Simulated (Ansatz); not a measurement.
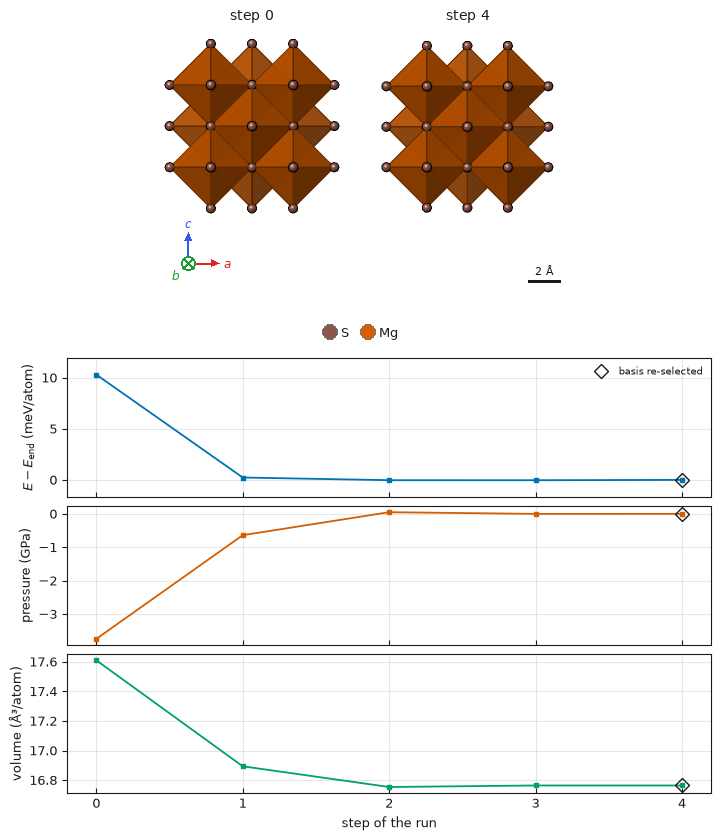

First and last geometry of a relaxation of crystalline MgS (set up in Fm-3m), with the history of the run. Style: polyhedral. Shown: the conventional cell (4 times the calculation's cell), along the b axis. Lengths and directions refer to the drawn axes.

The run lets cell and atoms move.

Method: Kohn-Sham DFT of a periodic cell, PBEsol with D3(BJ), Ansatz PAW in Ansatz 0.2.0.

The input:
```yaml
crystal:
  lattice:
    - [0.0, 2.60165, 2.60165]
    - [2.60165, 0.0, 2.60165]
    - [2.60165, 2.60165, 0.0]
  atoms:
    - { symbol: S, position: [0.5, 0.5, 0.5] }
    - { symbol: Mg, position: [0.0, 0.0, 0.0] }
hamiltonian:
  xc: pbesol
  pseudopotentials: { kind: paw }
  dispersion: d3bj
kpoints:
  mp_grid: { grid: [9, 9, 9] }
scf:
  occupations: { method: fermi_dirac, width: 0.05 }
output:
  forces: true
  stress: true
  eigenvalues: true
  write_density: true
  write_potential: true
  elf: true
  volumetric_format: npy
relax:
  f_tol: 0.01
  max_steps: 40
  cell: { stress_tol: 0.05 }
```

Run as
```bash
ansatz run input.yaml --threads 2 --pin off --max-ram 5632MiB --backend cpu --events-out ev --progress --plain --runs-dir out
```

Q: What do the curves and the structures tell?

A: It converged. Over 3 accepted moves (4 points after the start) the energy falls by 10.3 meV per atom. All forces vanish by symmetry, so only the cell relaxes. The pressure goes from −3.74 to 0.00 GPa. The SCF was repeated once at an unchanged geometry on a basis and grid sized afresh for the cell, which shifted the energy by less than 0.05 meV per atom at most. No atom moves by more than 0.005 Å relative to the cell. The drawn cell changes as follows: a = b = c 5.203 → 5.119 Å (−1.6 %); the volume changes by −4.8 %. Some distances before and after: Mg–S 2.602 → 2.559 Å. The space group stays Fm-3m (No. 225). The run took 2.5 s on 2 threads of Arm Neoverse V2, with other jobs on the host, peak memory 0.29 GiB.
